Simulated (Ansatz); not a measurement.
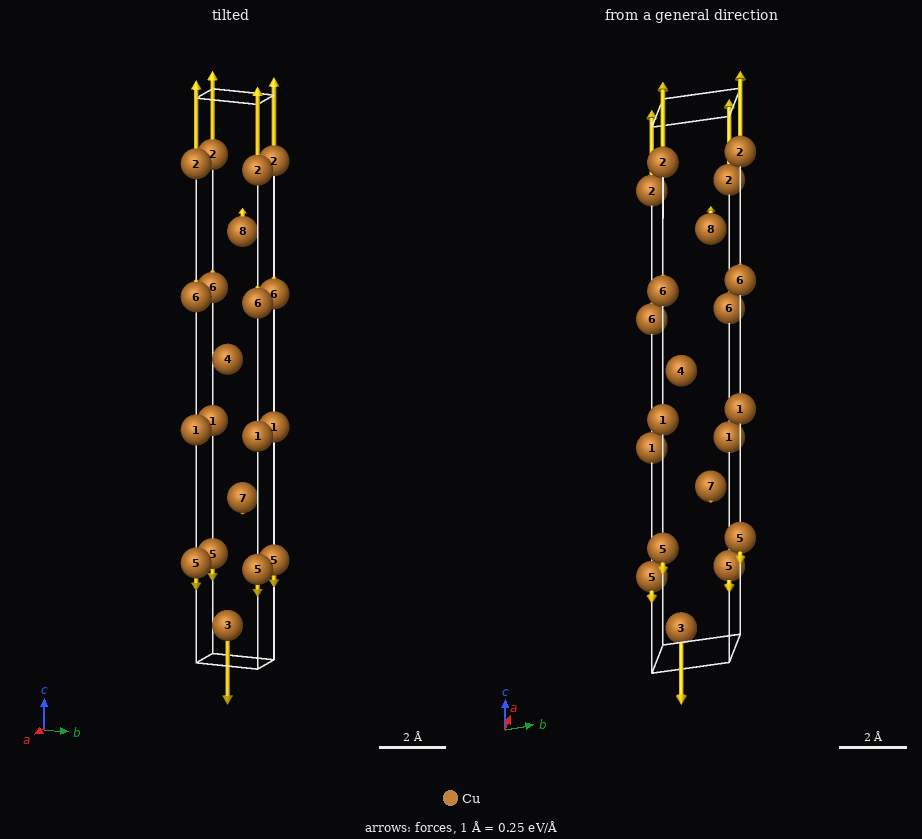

An orthographic spheres-only view of the structure, slightly off an axis and from a general direction. The edges of the simulation cell are marked. The arrows are the computed forces on the atoms.

System: Cu. Run with Ansatz 0.2.0, DFT PBEsol, scalar-relativistic, plane waves, PAW and these settings: wavefunction cutoff 420 eV, a 21×21×3 grid in reciprocal space, Gaussian smearing of 0.15 eV, no spin polarisation.

**Do the forces show a relaxed structure?**

No. The atoms still feel forces of up to about 0.54 eV/Å, far above a usual threshold of 0.01 to 0.03 eV/Å.

The model was built from a structure listed in the Materials Project. The cell was then strained or its atoms displaced on purpose. It was run through Ansatz as a DFT input.
